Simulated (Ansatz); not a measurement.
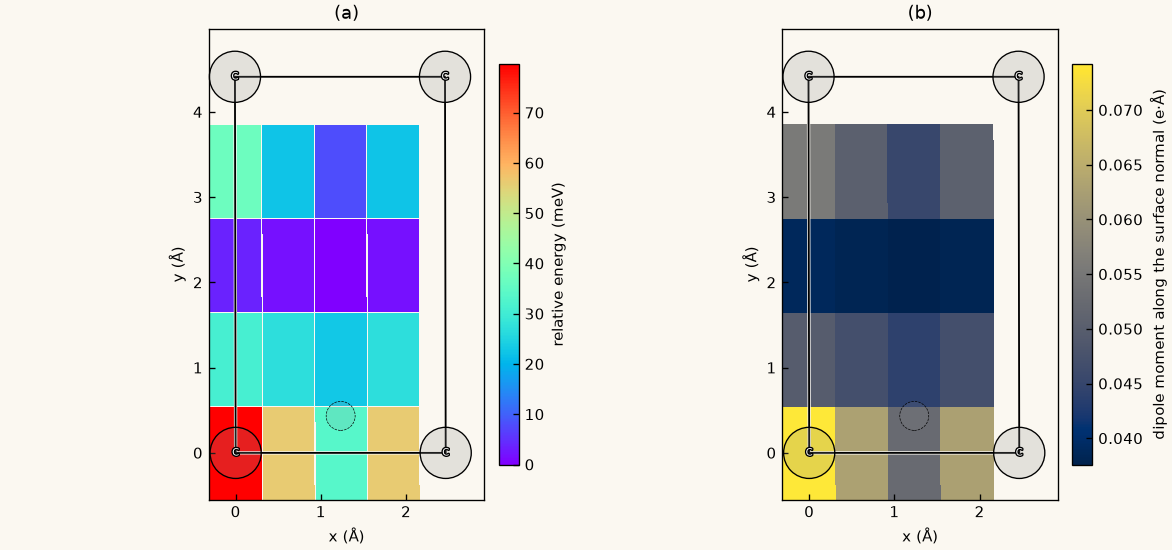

CO on a C(111) slab cut from the C2/m phase, its upper half relaxed before the scan (16 atoms of substrate and one adsorbate in a 2 × 1 cell). CO (O end down) is moved over the surface cell at a fixed height above a rigid substrate; the origin of the map has the adsorbate above C15; the height is held at 2.70 Å. Places are given modulo a cell vector. The map is drawn in real space over the plane of the surface. Grid: 4 × 4 points. Places are given in fractions of the 1 × 1 surface cell. Energies: meV, counted from the lowest grid point. At a fixed height the lowest place need not be the adsorption site. Computed with Ansatz 0.2.0, DFT PBE+D3(BJ), scalar-relativistic, plane waves, PAW. Settings: cutoff 420 eV, k-mesh 6×6×1, gaussian smearing 0.05 eV, no spin polarisation.

Panel (a) is the energy; panel (b) is the computed dipole moment along the surface normal, in e·Å.

The picture shows one coloured cell a grid point, labelled circles for the atoms of the top layer and small ones for the second layer, the outline of one cell of the plane.

Q: How does the dipole moment along the surface normal vary over the map, and what is it at the lowest grid point?

A: It runs from 0.04 e·Å at a fourfold hollow, (2/4, 2/4) of the cell vectors to 0.07 e·Å at the top site over a surface C atom, (0/4, 0/4) of the cell vectors. At the lowest grid point, a fourfold hollow, (2/4, 2/4) of the cell vectors, it is 0.04 e·Å.

PAW datasets: the set soft_1.
